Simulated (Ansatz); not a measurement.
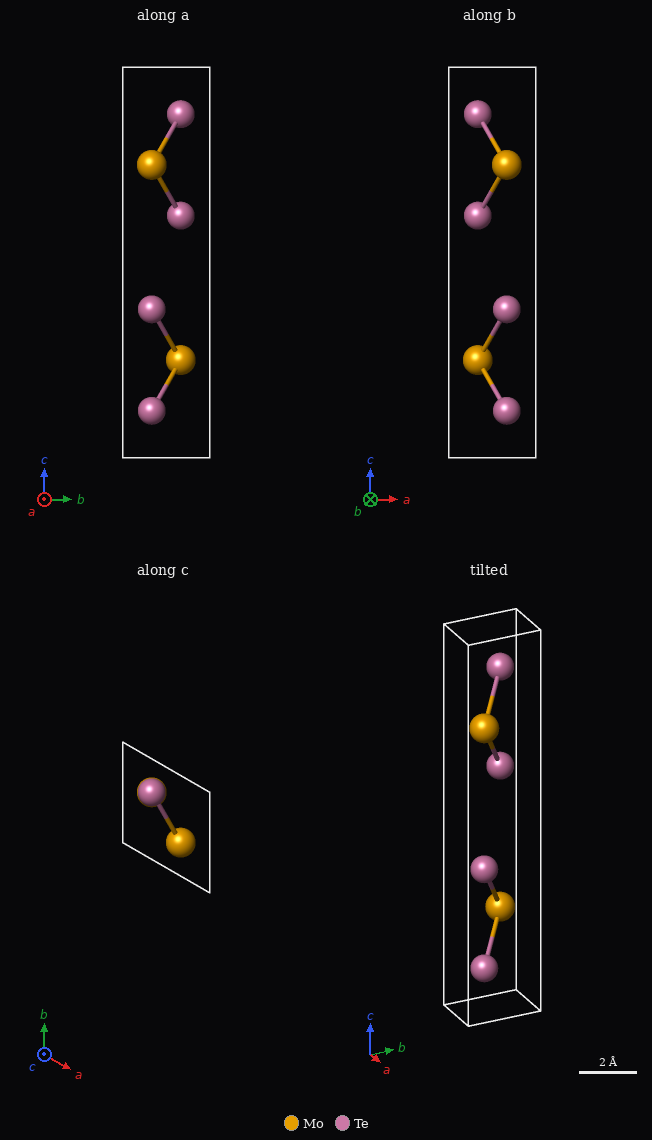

The crystal in a ball-and-stick representation, seen along the a axis, along the b axis, along the c axis and slightly off an axis. Thin lines show the conventional unit cell, with boundary atoms drawn in all their periodic places.

Lattice parameters: a = 3.5421 Å, b = 3.5421 Å, c = 13.7514 Å, α = 90.000°, β = 90.000°, γ = 120.000°.

Reconstruct the structure as a CIF with its space group and independent sites, with free fractional coordinates to two decimals.

```cif
data_structure
_symmetry_space_group_name_H-M 'P 63/m m c'
_symmetry_Int_Tables_number 194
_cell_length_a 3.5421
_cell_length_b 3.5421
_cell_length_c 13.7514
_cell_angle_alpha 90.000
_cell_angle_beta 90.000
_cell_angle_gamma 120.000
_cell_volume 149.42
loop_
_atom_site_label
_atom_site_type_symbol
_atom_site_symmetry_multiplicity
_atom_site_Wyckoff_symbol
_atom_site_fract_x
_atom_site_fract_y
_atom_site_fract_z
_atom_site_occupancy
Mo1 Mo 2 c 0.3333 0.6667 0.25 1
Te1 Te 4 f 0.6667 0.3333 0.38 1
```

The structure was taken from a structure type filled with these elements by a generator (whether the compound takes this form wasn't checked). The cell was then strained or its atoms displaced on purpose. A calculation with Ansatz used it as input.
